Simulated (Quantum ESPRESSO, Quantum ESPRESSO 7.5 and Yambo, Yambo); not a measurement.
## A GW chain in Yambo: BAs (F-43m)

How does a plane-wave GW calculation on BAs (F-43m) run from the first input to the gap?

Calculated with Quantum ESPRESSO 7.5 and Yambo 5.3.0; PBE and many-body steps on it, plane waves.

**Experimental background.**

- Gap 1.82 eV: indirect gap from Tauc plot of optical absorption; UV-visible absorption, indirect Tauc plot; 300 K; bulk crystal (three thin as-grown single crystals with the same absorption edge) (“Photoluminescence mapping and time-domain thermo-photoluminescence for rapid imaging and measurement of thermal conductivity of boron arsenide”, 2019, arxiv:1910.07149).

- Gap 4.12 eV: direct gap from square of absorption coefficient, average of two samples; spectroscopic ellipsometry; 300 K; bulk crystal (CVT-grown opaque bulk crystals) (“Optical properties of cubic boron arsenide”, 2019, arxiv:1911.04914).

- Gap 2.02 eV: indirect gap from square root of absorption coefficient, average of three samples; transmission and reflection spectroscopy; 300 K; bulk crystal (CVT-grown platelets about 10 um thick) (“Optical properties of cubic boron arsenide”, 2019, arxiv:1911.04914).

This is a report of a sequence of runs, with most program output left out.

## (1) The structure

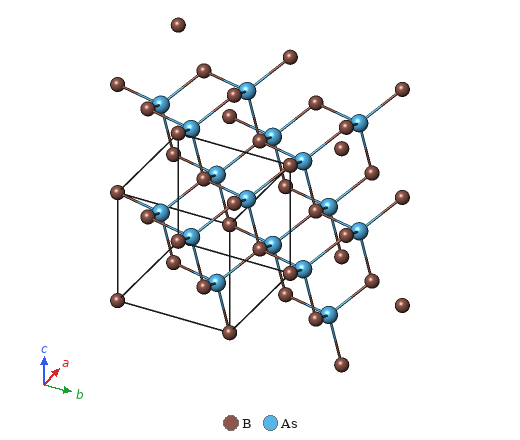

The cell as given, from a free direction (boron brown, arsenic blue). 1×2×2 cells are drawn. This picture shows the conventional cell, with its axes. Bonds to atoms that aren't drawn are left out. Some periodic images of atoms are drawn too.

The cell and positions come from the Crystallography Open Database and are kept as given unless a step says otherwise.

## (2) Ground state

This step: Quantum ESPRESSO 7.5; DFT, PBE, plane waves, norm-conserving pseudopotentials.

The ground-state density comes first.

The input, pw.in:

```
&control
  calculation = 'scf'
  prefix = 'x'
  outdir = 'o'
  pseudo_dir = 'pseudo'
/
&system
  ibrav = 0
  nat = 2
  ntyp = 2
  ecutwfc = 100.0
  nbnd = 18
  force_symmorphic = .true.
/
&electrons
  conv_thr = 1e-10
  electron_maxstep = 80
  mixing_beta = 0.5
/
ATOMIC_SPECIES
  B 10.81 B.upf
  As 74.922 As.upf
CELL_PARAMETERS angstrom
  -0.0000000000 2.3885000000 2.3885000000
  2.3885000000 -0.0000000000 2.3885000000
  2.3885000000 2.3885000000 -0.0000000000
ATOMIC_POSITIONS crystal
  B 0.0000000000 0.0000000000 0.0000000000
  As 0.2500000000 0.2500000000 0.2500000000
K_POINTS automatic
  8 8 8 0 0 0
```

Started as:

```sh
OMP_NUM_THREADS=1 mpirun -n 4 pw.x -nk 4 -in pw.in > pw.out
```

Run time: 11 s. Hardware: 4 MPI ranks of Arm Neoverse V1, shared host; peak memory 0.25 GiB; 43 s of CPU time.

This step gave:

* total energy: -8386.4857 eV
* gap: 1.207 eV
* k of the valence top: 0, 0, 0
* k of the conduction bottom: 0, 0.375, 0.375
* least direct gap: 3.289 eV

The gap is indirect, with the least direct gap 2.08 eV higher.

## (3) Bands along the symmetry lines

The cheap functional maps the bands first; the places of the edges decide which points the dearer methods must see.

The input, pw.in:

```
&control
  calculation = 'bands'
  prefix = 'x'
  outdir = 'o'
  pseudo_dir = 'pseudo'
/
&system
  ibrav = 0
  nat = 2
  ntyp = 2
  ecutwfc = 100.0
  nbnd = 19
  force_symmorphic = .true.
/
&electrons
  conv_thr = 1e-9
  electron_maxstep = 80
  diago_full_acc = .true.
  diago_thr_init = 5e-6
/
ATOMIC_SPECIES
  B 10.81 B.upf
  As 74.922 As.upf
CELL_PARAMETERS angstrom
  -0.0000000000 2.3885000000 2.3885000000
  2.3885000000 -0.0000000000 2.3885000000
  2.3885000000 2.3885000000 -0.0000000000
ATOMIC_POSITIONS crystal
  B 0.0000000000 0.0000000000 0.0000000000
  As 0.2500000000 0.2500000000 0.2500000000
K_POINTS crystal
  50
  0.00000000 0.00000000 0.00000000 1
  -0.06250000 -0.06250000 0.00000000 1
  -0.12500000 -0.12500000 0.00000000 1
  -0.18750000 -0.18750000 0.00000000 1
  -0.25000000 -0.25000000 0.00000000 1
  -0.31250000 -0.31250000 0.00000000 1
  -0.37500000 -0.37500000 0.00000000 1
  -0.43750000 -0.43750000 0.00000000 1
  -0.50000000 -0.50000000 0.00000000 1
  -0.48437500 -0.48437500 0.03125000 1
  -0.46875000 -0.46875000 0.06250000 1
  -0.45312500 -0.45312500 0.09375000 1
  -0.43750000 -0.43750000 0.12500000 1
  -0.42187500 -0.42187500 0.15625000 1
  -0.40625000 -0.40625000 0.18750000 1
  -0.39062500 -0.39062500 0.21875000 1
  -0.37500000 -0.37500000 0.25000000 1
  -0.37500000 0.00000000 0.37500000 1
  -0.32812500 0.00000000 0.32812500 1
  -0.28125000 0.00000000 0.28125000 1
  -0.23437500 0.00000000 0.23437500 1
  -0.18750000 0.00000000 0.18750000 1
  -0.14062500 0.00000000 0.14062500 1
  -0.09375000 0.00000000 0.09375000 1
  -0.04687500 0.00000000 0.04687500 1
  0.00000000 0.00000000 0.00000000 1
  0.00000000 0.00000000 0.06250000 1
  0.00000000 0.00000000 0.12500000 1
  0.00000000 0.00000000 0.18750000 1
  0.00000000 0.00000000 0.25000000 1
  0.00000000 0.00000000 0.31250000 1
  0.00000000 0.00000000 0.37500000 1
  0.00000000 0.00000000 0.43750000 1
  -0.00000000 -0.00000000 0.50000000 1
  -0.06250000 -0.03125000 0.46875000 1
  -0.12500000 -0.06250000 0.43750000 1
  -0.18750000 -0.09375000 0.40625000 1
  -0.25000000 -0.12500000 0.37500000 1
  -0.31250000 -0.15625000 0.34375000 1
  -0.37500000 -0.18750000 0.31250000 1
  -0.43750000 -0.21875000 0.28125000 1
  -0.50000000 -0.25000000 0.25000000 1
  -0.50000000 -0.28125000 0.21875000 1
  -0.50000000 -0.31250000 0.18750000 1
  -0.50000000 -0.34375000 0.15625000 1
  -0.50000000 -0.37500000 0.12500000 1
  -0.50000000 -0.40625000 0.09375000 1
  -0.50000000 -0.43750000 0.06250000 1
  -0.50000000 -0.46875000 0.03125000 1
  -0.50000000 -0.50000000 0.00000000 1
```

It took 4.3 s on 4 MPI ranks; peak memory 0.22 GiB.

Numbers from this step:

```yaml
gap: 1.207 eV
k_of_the_valence_top: 0, 0, 0
k_of_the_conduction_bottom: -0.375, -0.375, 0
least_direct_gap: 3.289 eV
```

The gap is 1.207 eV, as in the run before at this level.

Electronic bands along the path, in eV, zero at the top of the highest filled band:

```csv
point,band 10,band 11,band 12,band 13,band 14,band 15,band 16,band 17
Γ,-15.40,0.00,0.00,0.00,3.29,3.29,3.29,4.69
X,-11.22,-8.51,-4.07,-4.07,1.45,1.46,11.39,11.39
U,-11.26,-8.13,-5.94,-3.48,2.06,5.56,9.24,9.78
jump to K,-11.26,-8.13,-5.94,-3.48,2.06,5.56,9.24,9.78
Γ,-15.40,0.00,0.00,0.00,3.29,3.29,3.29,4.69
L,-12.53,-8.77,-1.82,-1.82,2.70,4.80,4.80,8.90
W,-11.06,-8.05,-5.48,-5.19,5.27,5.95,6.83,7.06
X,-11.22,-8.51,-4.07,-4.07,1.45,1.46,11.39,11.39
```

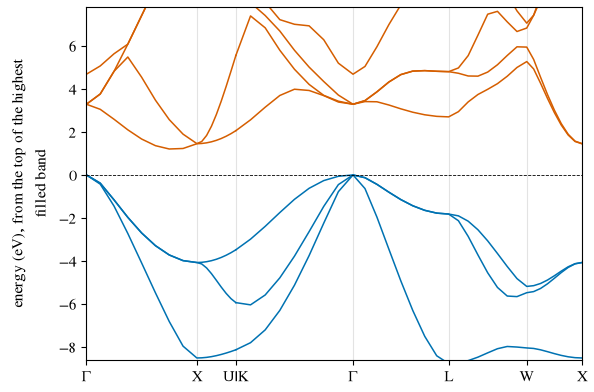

Electronic bands along the path; lines of filled and empty bands in two colours.

## (4) Empty states on the mesh, 6×6×6 mesh, 334 bands

The sums over transitions need many empty states on a uniform mesh; this step solves for them.

The input, pw.in:

```
&control
  calculation = 'nscf'
  prefix = 'x'
  outdir = 'o'
  pseudo_dir = 'pseudo'
/
&system
  ibrav = 0
  nat = 2
  ntyp = 2
  ecutwfc = 100.0
  nbnd = 334
  force_symmorphic = .true.
/
&electrons
  conv_thr = 1e-9
  electron_maxstep = 80
  diago_full_acc = .true.
  diago_thr_init = 5e-6
/
ATOMIC_SPECIES
  B 10.81 B.upf
  As 74.922 As.upf
CELL_PARAMETERS angstrom
  -0.0000000000 2.3885000000 2.3885000000
  2.3885000000 -0.0000000000 2.3885000000
  2.3885000000 2.3885000000 -0.0000000000
ATOMIC_POSITIONS crystal
  B 0.0000000000 0.0000000000 0.0000000000
  As 0.2500000000 0.2500000000 0.2500000000
K_POINTS automatic
  6 6 6 0 0 0
```

Elapsed: 63 s, on 4 MPI ranks; peak memory 0.59 GiB.

Numbers from this step:

| Property | Result |
| --- | --- |
| gap | 1.292 eV |
| k of the valence top | 0, 0, 0 |
| k of the conduction bottom | 0, 0.3333, 0.3333 |
| least direct gap | 3.289 eV |
| k points computed | 16 |
| lowest point of the top converged band, above the valence top | 277.6127 eV |

On this mesh the gap is 1.292 eV. The earlier step found 1.207 eV, so this mesh misses an edge.

## (5) Conversion and set-up

This step: Yambo 5.3.0; conversion and set-up on PBE, plane waves, norm-conserving pseudopotentials.

The states are converted to the many-body program's format and the q mesh is built.

Started as:

```sh
(cd o/x.save; p2y > p2y.log; mv SAVE ../..); yambo > setup.log
```

The job ended after 2.8 s (1 MPI rank; peak memory 0.24 GiB).

## (6) Screening and self-energy, 6×6×6 mesh, 144 bands, screening to 231.3 eV

Now the one-shot GW correction: screening in the RPA, then the self-energy of the levels asked for.

This step: G0W0 on PBE, plane waves, norm-conserving pseudopotentials.

The input, gw2.in:

```
HF_and_locXC
gw0
dyson
ppa
em1d
rim_cut
RandQpts= 1000000
RandGvec= 1 RL
EXXRLvcs= 100 Ry
VXCRLvcs= 400 Ry
Chimod= "HARTREE"
% BndsRnXp
 1 | 144 |
%
NGsBlkXp= 17 Ry
% LongDrXp
 1 | 1 | 1 |
%
% GbndRnge
 1 | 144 |
%
DysSolver= "n"
ExtendOut
PPAPntXp= 27.21138 eV
% QPkrange
 1 | 1 | 12 | 15 |
 10 | 10 | 12 | 15 |
%
```

Started as:

```sh
OMP_NUM_THREADS=1 mpirun -n 4 yambo -F gw2.in -J gw2 -C gw2 > gw2.log
```

Run time: 11 min. Hardware: 4 MPI ranks; peak memory 2.1 GiB; 46 min of CPU time.

Numbers from this step:

```yaml
g0w0_gap_on_the_points_computed: 1.911 eV
starting_gap_on_the_mesh: 1.292 eV
k_of_the_valence_top: 0, 0, 0
k_of_the_conduction_bottom: 0, 0.3333, 0.3333
least_direct_g0w0_gap_on_the_computed_points: 4.142 eV
z_at_the_valence_top: 0.8043
z_at_the_conduction_bottom: 0.8134
```

The gap on the mesh goes from 1.29 eV to 1.91 eV, a correction of +0.62 eV. The start differs from the 1.21 eV found before because the two sample other k points.

Limits: finite bands, cutoff and mesh; no spin-orbit coupling. v1 is the top filled band, c1 the lowest empty one. The levels before and after the correction (eV, zero at the valence-band top of each column):

```csv
,conduction bottom,valence top
Kohn-Sham,1.29,0.00
G0W0,1.91,0.00
```

```csv
,level,energy (eV)
Kohn-Sham,Γ v2-v1,0.000
Kohn-Sham,Γ c1-c2,3.289
Kohn-Sham,(0 0.333 0.333) v2-v1,-3.452
Kohn-Sham,(0 0.333 0.333) c1,1.292
Kohn-Sham,(0 0.333 0.333) c2,3.154
G0W0,Γ v2-v1,0.000
G0W0,Γ c1-c2,4.142
G0W0,(0 0.333 0.333) v2-v1,-3.643
G0W0,(0 0.333 0.333) c1,1.911
G0W0,(0 0.333 0.333) c2,3.802
```

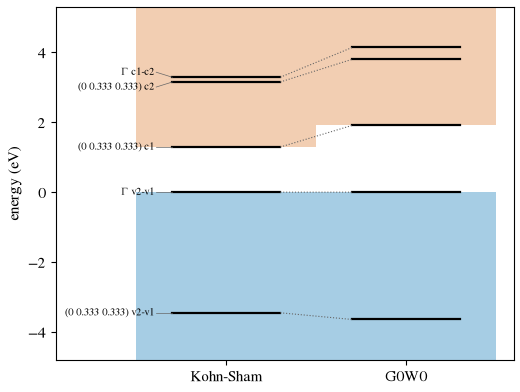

Levels before and after the correction. Shaded: valence and conduction bands.

## (7) Where the time went

Times are wall times on the hardware named with each run, good to a factor of about two.

```csv
step,time,share,memory (GiB)
ground state,11 s,1 %,0.25
bands along the symmetry lines,4.3 s,1 %,0.22
empty states on the mesh,63 s,8 %,0.59
conversion and set-up,2.8 s,0 %,0.24
screening and self-energy,11 min,89 %,2.1
```

## (8) What came out

```
PBE gap                              : 1.21 eV, indirect
G0W0 gap on the mesh                 : 1.91 eV
G0W0 gap over the zone (rigid shift) : 1.83 eV
GW settings                          : 6×6×6 mesh, 144 bands, screening to 231.3 eV, Godby-Needs plasmon pole
known limits                         : not at the basis limit; no spin-orbit coupling
```

**Reading.** G0W0 moves the gap on the mesh from 1.29 eV to 1.91 eV (+0.62 eV), with Z of 0.80 and 0.81 at the edges. The mesh misses the band edges by 0.08 eV in all; a rigid shift gives 1.83 eV for the zone. Only 2 of the mesh's irreducible points were corrected, so a valley elsewhere could overtake. The dearest step here is «screening and self-energy». Against experiment, by G0W0@PBE: the gap of 1.83 eV lies +0.01 eV from the measured 1.82 eV (indirect, 300 K, 2019); the direct gap of 4.14 eV lies +0.02 eV from the measured 4.12 eV (direct, 300 K, 2019); the gap of 1.83 eV lies −0.19 eV from the measured 2.02 eV (indirect, 300 K, 2019). An exciton line or allowed optical edge lies below the quasiparticle gap by the binding energy; a forbidden edge can push the onset above it. The calculation has static nuclei and no excitons; a measured gap holds zero-point and thermal motion, which mostly lowers it. Bands and cutoff are finite, so the gap is not at the basis limit. The miss can reach some tenths of an eV and take either sign; the mesh is an error of its own. In the G0W0 run levels were corrected at 2 k points alone, so a gap called «on the mesh» is the least over those, and an edge elsewhere would be missed. A denser mesh or path gives a starting gap of 1.21 eV: the GW mesh misses a band edge, so its gaps are not the fundamental one. The many-body steps are scalar-relativistic: spin-orbit coupling is not in them.

[Paths, hosts, dates, memory and timing lines, banners, echoed tables and standing remarks are left out of the program output.]

[Logs are printed without paths, hosts, clocks, repeated set-up lines and the standing remarks that a program may print on its own settings, such as how far it seeks lower states.]

[Runs of the session that timed out or met a known fault of the program may be left out.]

[Hosts, paths, dates, database ids (printed as entryN), source tags and the programs' standing remarks are cut or masked in the printed files.]
